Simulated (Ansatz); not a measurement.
## Electronic structure of TiAl₃ in real space

```
CELL_PARAMETERS angstrom
3.97973 0.00000 0.00000
0.00000 3.97973 0.00000
0.00000 0.00000 3.90013
ATOMIC_POSITIONS crystal
Ti 0.00000 0.00000 0.00000
Al 0.50000 0.50000 0.00000
Al 0.50000 0.00000 0.50000
Al 0.00000 0.50000 0.50000
```

Space group P4/mmm; a structure from a database of computed crystals, not necessarily the ambient phase; changed on purpose from its base cell (strain along c alone, the other axes held, atoms relaxed: -2.0 %); computed pressure about 2 GPa in this cell; computed without spin polarisation.

Method: DFT PBE, scalar-relativistic, plane waves, PAW (Ansatz 0.2.0).

In a PAW calculation such maps are meaningful between the atoms, not at the nuclei.

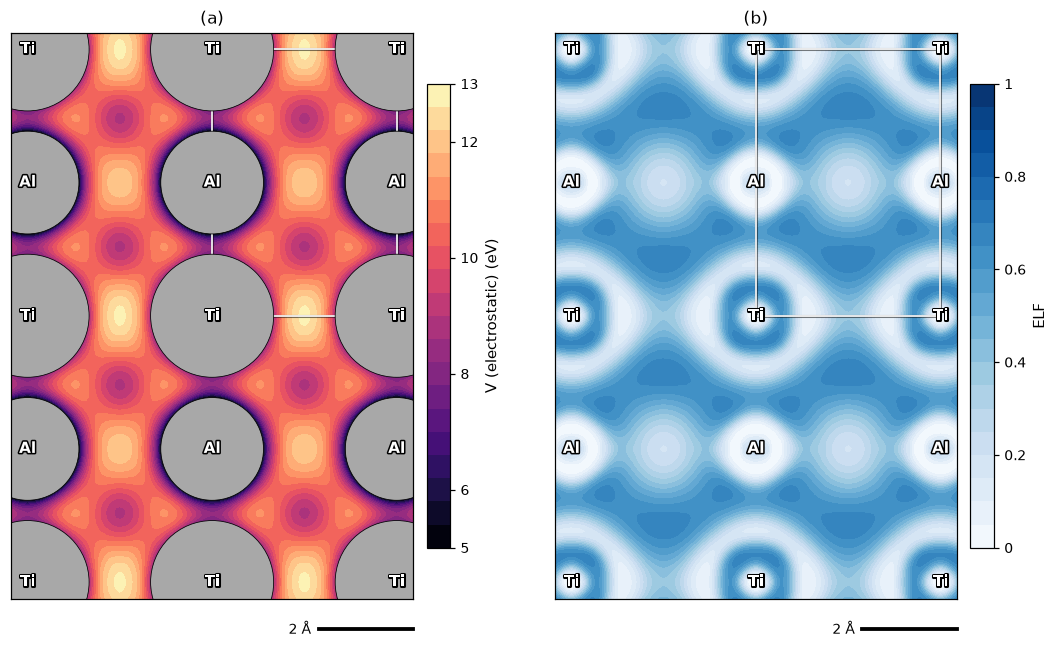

Figure 1. (a) electrostatic potential energy of an electron; (b) electron localisation function on the (11̄0) plane of the conventional cell. Grey discs cover the atomic cores in the potential map.

**What do the fields say about this system?**

- The section cuts through Ti and Al sites.
- Ti–Al (2.81 Å): the ELF is about 0.35 at the midpoint.
- The features right at Ti lie inside the PAW spheres, where the map follows smoothed inner orbitals and isn't to be read closely.
- Outside the cores the potential energy rises away from the atoms and is highest about 1.9 Å from the nearest atoms; its zero is arbitrary.

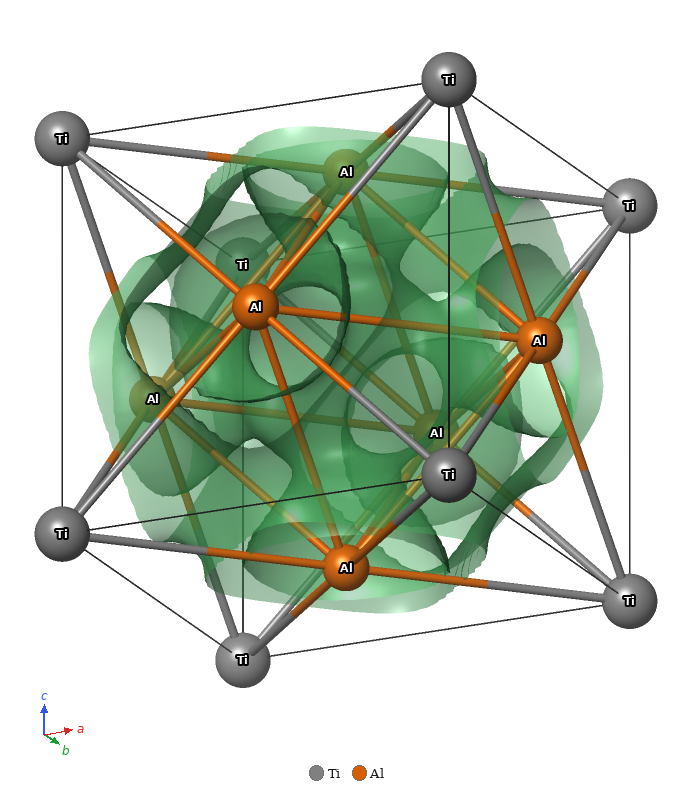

Figure 2. Isosurface of the ELF at 0.55 (green), seen at an oblique angle. Core shells and regions of very low density are left out. Sticks mark near contacts.

**What do the ELF domains correspond to?**

The ELF exceeds this value in one network that runs through the whole crystal, counted in one cell of 4 atoms. Regions shared between cells count once. Along the contacts the grid gives the following. Ti–Al (2.79 Å): the ELF is about 0.35 at the midpoint. Al–Al (2.79 Å): the ELF peaks at about 0.70 between the atoms.

**Metal or insulator at this level of theory?**

It is metallic or semimetallic at this level of theory: no gap opens.
